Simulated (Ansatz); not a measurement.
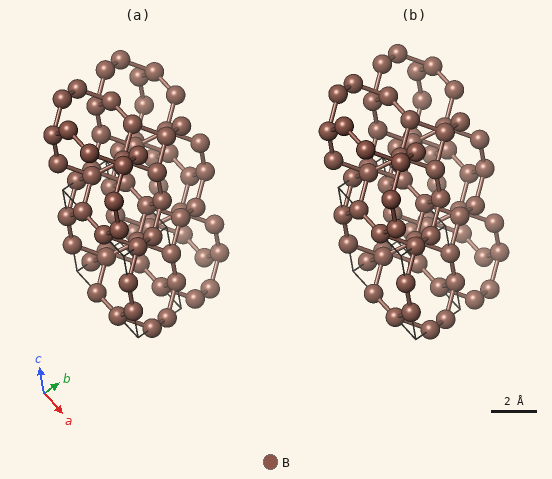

The structure of a crystal of B (a generated structure, set up in Im-3m) (coarse preliminary run) before (left) and after (right) a relaxation, at one scale.

Style: ball-and-stick. Shown: the cell of the calculation, repeated 1 × 2 × 2 with one cell outlined, slightly off an axis.

Level of theory: DFT PBE, scalar-relativistic, plane waves, PAW (Ansatz).

Input
```yaml
crystal:
  lattice:
    - [-2.62808371, 2.62808371, 2.62808371]
    - [2.62808371, -2.62808371, 2.62808371]
    - [2.62808371, 2.62808371, -2.62808371]
  atoms:
    - { symbol: B, position: [0.32530695, 0.0, 0.0] }
    - { symbol: B, position: [0.67469305, 0.67469305, 0.67469305] }
    - { symbol: B, position: [0.0, 0.32530695, 0.0] }
    - { symbol: B, position: [0.0, 0.0, 0.32530695] }
    - { symbol: B, position: [0.0, 0.67469305, 0.0] }
    - { symbol: B, position: [0.32530695, 0.32530695, 0.32530695] }
    - { symbol: B, position: [0.67469305, 0.0, 0.0] }
    - { symbol: B, position: [0.0, 0.0, 0.67469305] }
basis:
  ecutwfc: 420
kpoints:
  mp_grid: { grid: [6, 6, 6] }
hamiltonian:
  xc: pbe
scf:
  occupations: { method: gaussian, width: 0.1 }
  lower_state_search: "off"
output:
  forces: true
  stress: true
  eigenvalues: true
relax:
  adjacent_minimum: "off"
  f_tol: 0.04
  max_steps: 70
  cell: { stress_tol: 0.4 }
```

Command:
```bash
ansatz run input.yaml --threads 1 --pin off --max-ram 2048MiB --backend cpu --events-out ev --progress --plain --runs-dir out
```

**Describe what moved and what it gained.**

The largest moves relative to the cell, 0.006 Å, are those of 8 atoms (B1, B2, B3, B4 and others). B7 goes along −a. Cell: a = b = c 4.552 → 4.683 Å (+2.9 %). Volume +8.9 %. Among the contacts that change: B1–B5 1.710 → 1.766 Å, B1–B7 1.590 → 1.625 Å. The space group stays Im-3m (No. 229). The energy falls by 35.6 meV per atom in 3 accepted moves (4 points after the start). Largest force component: 0.27 eV/Å at the start, 0.0027 eV/Å at the end. The pressure goes from 14.33 to 0.19 GPa. The SCF was repeated once at an unchanged geometry on a basis and grid sized afresh for the cell, which shifted the energy by 1.9 meV per atom at most.
